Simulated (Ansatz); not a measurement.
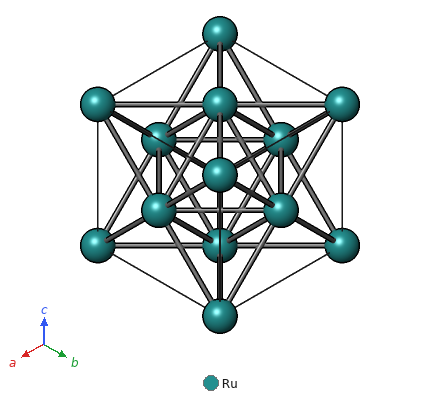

The structure, seen along [111]; the drawing may span several cells.

Given this structure, the input geometry of an electronic-structure calculation (not necessarily at equilibrium); the starting structure was generated, so it need not be a known form of this composition, written in its standard cell:

```
Ru
1.0
     3.81131    0.00000    0.00000
     0.00000    3.81131    0.00000
     0.00000    0.00000    3.81131
Ru
4
Direct
  0.00000 0.00000 0.00000
  0.00000 0.50000 0.50000
  0.50000 0.00000 0.50000
  0.50000 0.50000 0.00000
```

Q: Predict the [111] zone-axis pattern (200 kV, kinematic, B = 0.3 Å²).

A: The spots form a hexagonal net with both shortest vectors at d = 1.35 Å, 60.0° apart. They are -2 2 0 and -2 0 2. The pattern has symmetry 6mm. The lattice centring (F) removes all reflections that break h + k = 2n, h + l = 2n.

Strongest reflections with d > 0.80 Å, one of each family (|F|² from tabulated Gaussian fits of the electron scattering factors, times a small damping for the curvature of the Ewald sphere):

```tsv
hkl	d (Å)	I (strongest = 100)
2 0 -2	1.348	100
```

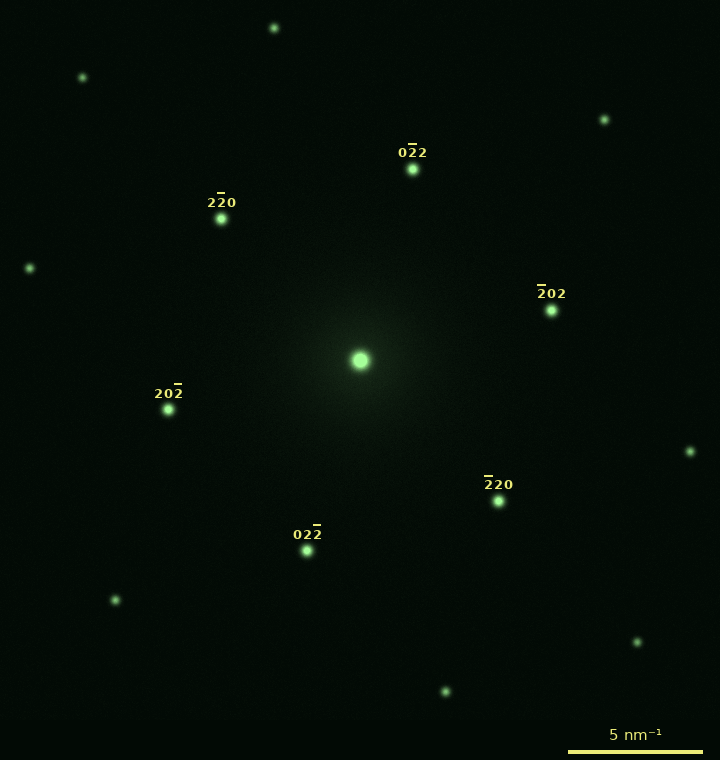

Calculated pattern, seen from the source side with [111] pointing towards the source.
